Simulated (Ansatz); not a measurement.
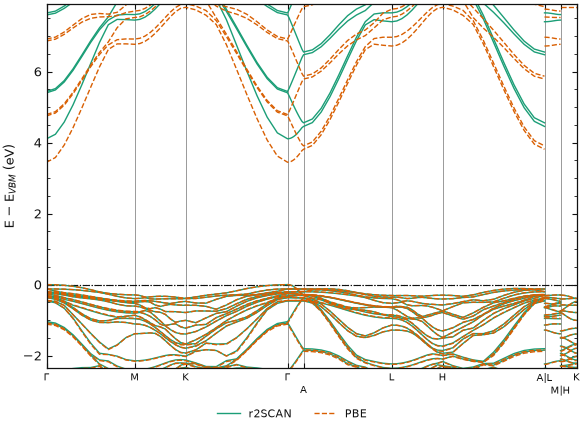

Band structures of MgO, space group P3m1, 12 atoms in the cell, by two methods on the same cell. Each is counted from its own valence-band top.

How do the methods compare?

r2SCAN gives a gap of 4.11 eV along the path and PBE gives a gap of 3.45 eV along the path. Over the top 3 filled bands the two differ by 0.00 eV on average.

Settings. r2SCAN: DFT r2SCAN, scalar-relativistic, plane waves, PAW, no spin polarisation, 12×12×2 k mesh, 500 eV cutoff, Gaussian smearing of 0.02 eV (Ansatz 0.2.0). PBE: DFT PBE, scalar-relativistic, plane waves, PAW, no spin polarisation, 12×12×2 k mesh, 420 eV cutoff (Ansatz 0.2.0).
